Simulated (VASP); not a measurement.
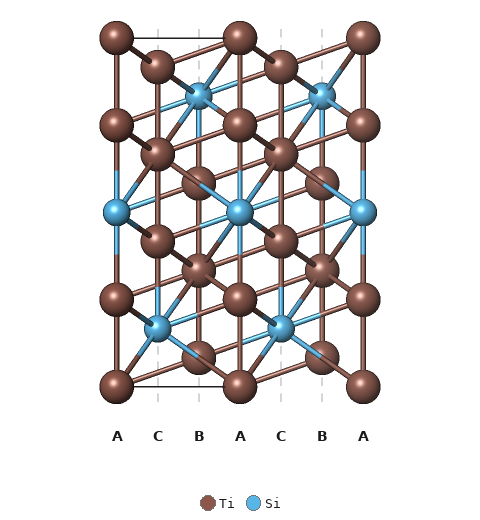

Projection along an edge of the hexagonal mesh, stacking direction [111] upwards. The dashed lines mark the three columns A (0, 0), B (1/3, 2/3) and C (2/3, 1/3). The box is the hexagonal cell of the face-centred cubic lattice. The sequence starts with the first layer at or above the cell's origin.

Ti3Si: a cell listed in the Materials Project, as set up for an electronic-structure calculation.

List the layers of one repeat.

Answer. Ti(A) – Ti(B) – Si(C) – Ti(A) – Ti(B) – Ti(C) – Si(A) – Ti(B) – Ti(C) – Ti(A) – Si(B) – Ti(C) (twelve layers in 10.89 Å).

How are the Si layers alone stacked?

Answer. Si layers alone: CAB, the cubic close-packed type.

Which positions between or in the Si layers do the other atoms fill?

Answer. Ti: six tetrahedral sites and three octahedral sites (per hexagonal cell).

Heights of the layers:

```tsv
layer	atoms (column)	height (Å)	to next (Å)
1	Ti(A)	0.00	0.91
2	Ti(B)	0.91	0.91
3	Si(C)	1.82	0.91
4	Ti(A)	2.72	0.91
5	Ti(B)	3.63	0.91
6	Ti(C)	4.54	0.91
7	Si(A)	5.45	0.91
8	Ti(B)	6.35	0.91
9	Ti(C)	7.26	0.91
10	Ti(A)	8.17	0.91
11	Si(B)	9.08	0.91
12	Ti(C)	9.99	0.91
```
